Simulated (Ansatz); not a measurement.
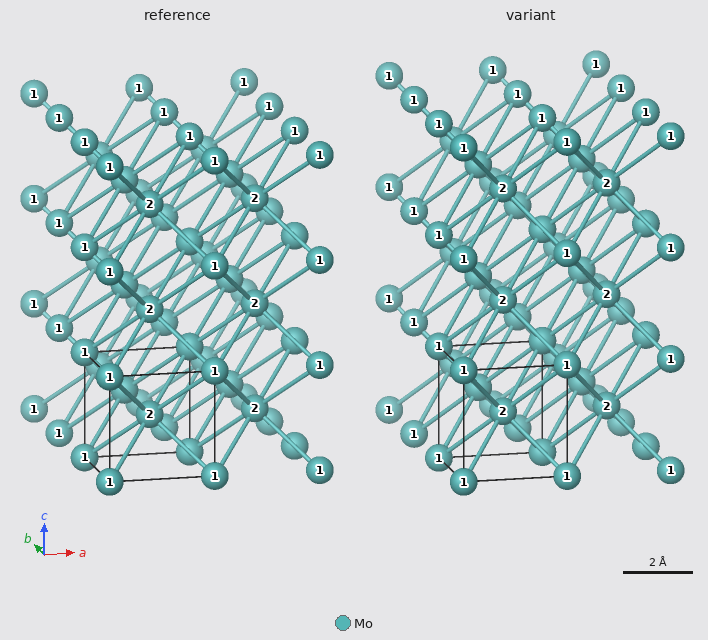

Left: solid Mo (set up in Im-3m). Right: the same structure after one change, at the same scale. A ball-and-stick model of the cell of the calculation, repeated 2 × 3 × 3 with one cell outlined, seen slightly off an axis.

All numbers below come from DFT PBE, scalar-relativistic, plane waves, PAW in Ansatz 0.2.0. Settings: plane-wave cutoff 420 eV; k-point mesh 16 × 16 × 16; occupations gaussian; smearing width 0.1 eV; no spin polarisation.

> What was changed?

Uniaxial strain along c, +6.0 %, is applied. The a and b axes and the atoms are relaxed.

> And its effect?

Energy change: +59.4 meV per atom. Pressure: 0.0 GPa before, −6.2 GPa after. The principal stresses (compression positive) are −18.7 GPa along c and none across it. Cell: a = b 3.161 → 3.114 Å (−1.5 %), c 3.161 → 3.350 Å (+6.0 %). Volume +2.9 %. The atoms keep their places relative to the cell (all moves are under 0.005 Å). Among the bonded contacts that change: Mo–Mo 2.737 → 2.767 Å. The space group (tolerance 0.01 Å) goes from Im-3m (No. 229) to I4/mmm (No. 139).
